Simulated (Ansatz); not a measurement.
# NaI: what the fields show

Input file:

```
crystal:
  lattice:
    - [0.0, 3.2364, 3.2364]
    - [3.2364, 0.0, 3.2364]
    - [3.2364, 3.2364, 0.0]
  atoms:
    - { symbol: Na, position: [0.0, -0.0617970585, 0.0] }
    - { symbol: I, position: [0.5, 0.5, 0.5] }
basis:
  ecutwfc: 420
kpoints:
  mp_grid: { grid: [6, 6, 6] }
hamiltonian:
  xc: pbe
scf:
  occupations: { method: gaussian, width: 0.05 }
output:
  forces: true
  stress: true
  eigenvalues: true
  write_density: true
  write_potential: true
  elf: true
  volumetric_format: npy
```

Run with:

```sh
ansatz run input.yaml --threads 1 --pin off --max-ram 2560MiB --backend cpu --events-out ev --progress --plain --runs-dir out
```

Below, planes, directions and counts refer to the conventional cell (a = 4.58 Å, b = 6.47 Å, c = 4.58 Å, α = 90.00°, β = 90.00°, γ = 90.00°).

Space group Imm2; changed on purpose from its base cell (atom 1 (Na) moved by (-0.200, -0.200) A along x and z).

Theory: DFT PBE, scalar-relativistic, plane waves, PAW (Ansatz).

In a PAW calculation such maps are meaningful between the atoms, not at the nuclei.

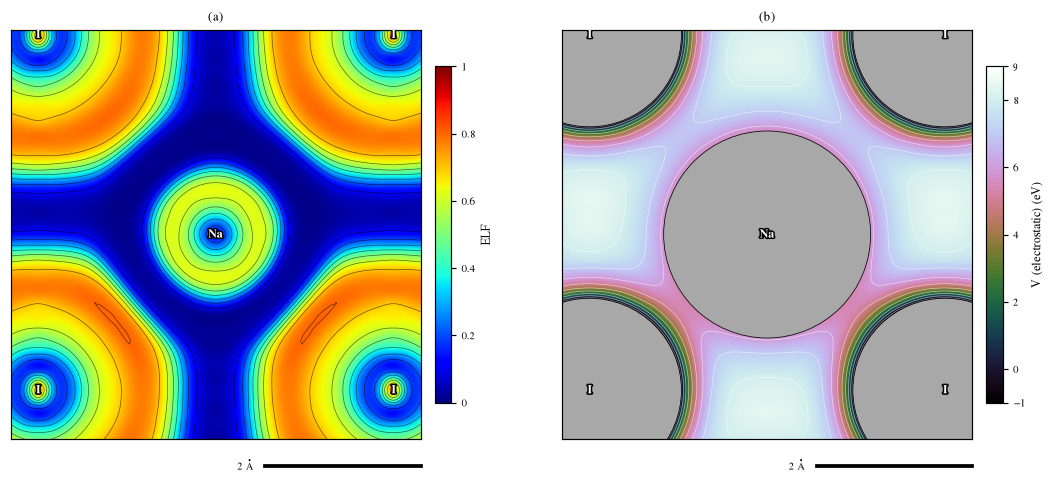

Figure 1. (a) electron localisation function; (b) electrostatic potential energy of an electron on the (010) plane of the conventional cell. Grey discs cover the atomic cores in the potential map.

What do the fields say about this system?

The section cuts through Na and I sites. Na–I (3.04 Å): the ELF peaks at about 0.80 in the valence shell of I, 1.3 Å from its nucleus, and falls to about 0 next to Na; a largely ionic contact. Na–I (3.44 Å): the ELF peaks at about 0.80 in the valence shell of I, 1.4 Å from its nucleus, and falls to about 0 next to Na (an ionic contact with no shared pair). The features right at Na lie inside the PAW spheres, where the map follows smoothed inner orbitals and isn't to be read closely. Outside the cores the potential energy rises away from the atoms and is highest about 2.1 Å from the nearest atoms; its zero is arbitrary.

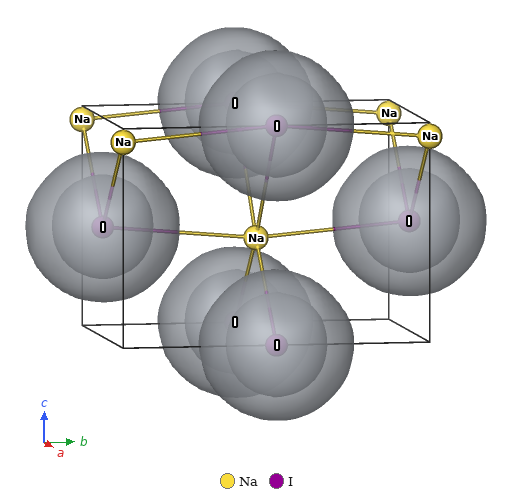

Figure 2. Isosurface of the electron localisation function at 0.7 (grey), seen slightly off an axis. Core shells and regions of very low density are left out. Sticks mark near contacts.

Where are the electrons localised?

At this value the surface marks out two regions wrapped around I (the valence shell of each), counted in one cell of 4 atoms. Any copies at cell faces, edges or corners count once. Along the contacts the grid gives the following. Na–I (3.25 Å): the ELF peaks at about 0.80 in the valence shell of I, 1.3 Å from its nucleus, and falls to about 0 next to Na; a closed-shell, largely ionic contact.

Does the calculation give a band gap?

It is gapped, with a Kohn–Sham gap of 3.7 eV on the k-point mesh, an upper bound to the gap of this method.
